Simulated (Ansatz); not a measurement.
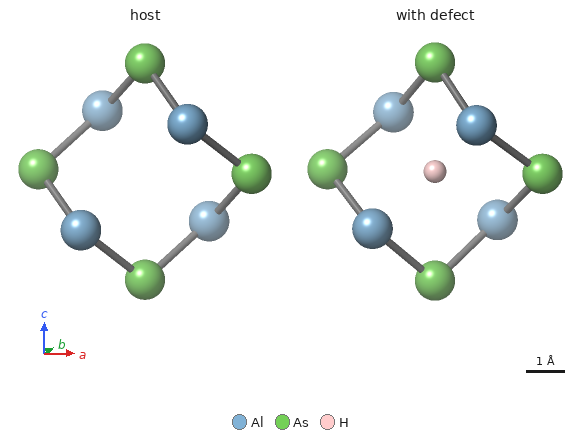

Left: perfect AlAs. Right: the same region with one point defect, after relaxing the atoms in a supercell of 32 sites. Style: ball-and-stick. Shown: the atoms within 4.6 Å of one point, in a slice 5.0 Å thick across the line of sight, slightly off an axis.

All numbers below come from DFT PBE, scalar-relativistic, plane waves, PAW in Ansatz 0.2.0. (plane-wave cutoff 420 eV; k-point mesh 2 × 2 × 2; occupations gaussian; smearing width 0.01 eV; mesh shifted by (0.5, 0.5, 0.5); no spin polarisation) The cell is small and the k-mesh coarse, so the numbers are rough. A uniform background neutralises the charged cell. The axes drawn are those of the host's conventional cell.

**What kind of defect was made?**

An extra hydrogen atom is put between the host's atoms (an interstitial).

The charge state of the cell is +1.

**How does the lattice respond?**

The H atom starts with 4 Al at 2.48 Å, 6 As at 2.86 Å around its place and ends with 4 Al at 2.42 Å, 6 As at 2.89 Å. Of the host's atoms, an aluminium atom moves furthest from its site, by 0.06 Å.
